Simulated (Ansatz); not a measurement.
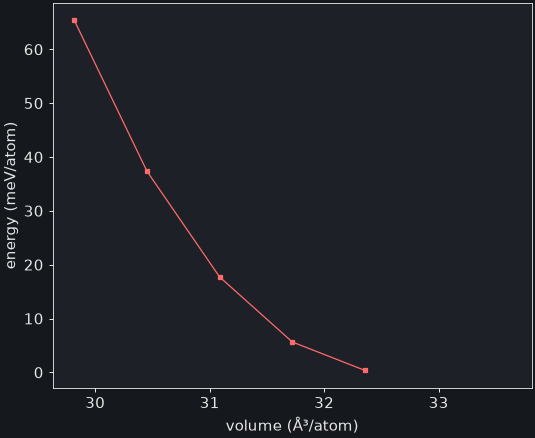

The picture above shows the energy against volume for MoS₂, space group P-3m1 (No. 164).

Starting cell:
```yaml
crystal:
  lattice:
    - [3.18454, 0.00000, 0.00000]
    - [-1.59227, 2.75789, 0.00000]
    - [0.00000, 0.00000, 21.67053]
  atoms:
    - { symbol: Mo, position: [0.33333, 0.66667, 0.85116] }
    - { symbol: Mo, position: [0.66667, 0.33333, 0.14884] }
    - { symbol: S, position: [0.66667, 0.33333, 0.77963] }
    - { symbol: S, position: [0.33333, 0.66667, 0.07725] }
    - { symbol: S, position: [0.66667, 0.33333, 0.92275] }
    - { symbol: S, position: [0.33333, 0.66667, 0.22037] }
```

How it was computed, with Ansatz 0.2.0: plane-wave DFT, no spin polarisation; energies at scaled volumes of the given cell, shape and fractions fixed, counted from the fit's minimum, third-order Birch-Murnaghan fit. Level: RPBE.

k mesh 10×10×2; occupations Fermi–Dirac; smearing width 0.05 eV; potentials Ansatz PAW; wave cutoff 420 eV; density cutoff 1680 eV.

The points at volume 32.99 Å³/atom and 33.62 Å³/atom are left out of the plot. What values does the calculation give there?

| volume (Å³/atom) | energy (meV/atom) |
| --- | --- |
| 32.99 | 1.19 |
| 33.62 | 7.49 |

Keep in mind: the functional was run on potentials made for another functional; shape and atomic fractions are frozen while scaling, which makes layered, chain and framework solids too stiff.
